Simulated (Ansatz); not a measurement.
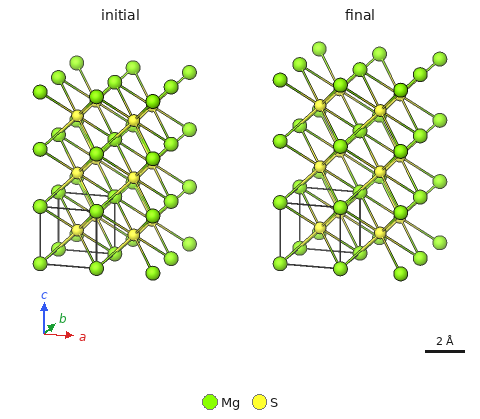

The structure of crystalline MgS (built on the CsCl type) before (left) and after (right) a relaxation, at one scale.

The picture is a ball-and-stick view of the cell of the calculation, repeated 2 × 2 × 3 with one cell outlined, seen slightly off an axis.

Level of theory: Ansatz, DFT, PBE, plane waves, PAW. (plane-wave cutoff 420 eV; k-point mesh 8 × 8 × 8; occupations fermi dirac; smearing width 0.02 eV; no spin polarisation; cell and atoms relaxed; force threshold 0.005 eV/Å)

> What changed between the two?

After 4 accepted moves (5 points after the start) the energy has fallen by 0.366 eV per cell of the calculation. All forces vanish by symmetry, so only the cell relaxes. Pressure: 21.34 GPa at the start and 0.04 GPa at the end. The SCF was repeated once at an unchanged geometry on a basis and grid sized afresh for the cell, which shifted the energy by 0.7 meV per cell of the calculation at most. The atoms keep their places relative to the cell (all moves are under 0.005 Å). Cell: a = b = c 3.061 → 3.274 Å (+7.0 %). Volume +22.4 %. Some distances before and after: Mg–S 2.651 → 2.835 Å. The space group stays Pm-3m (No. 221).
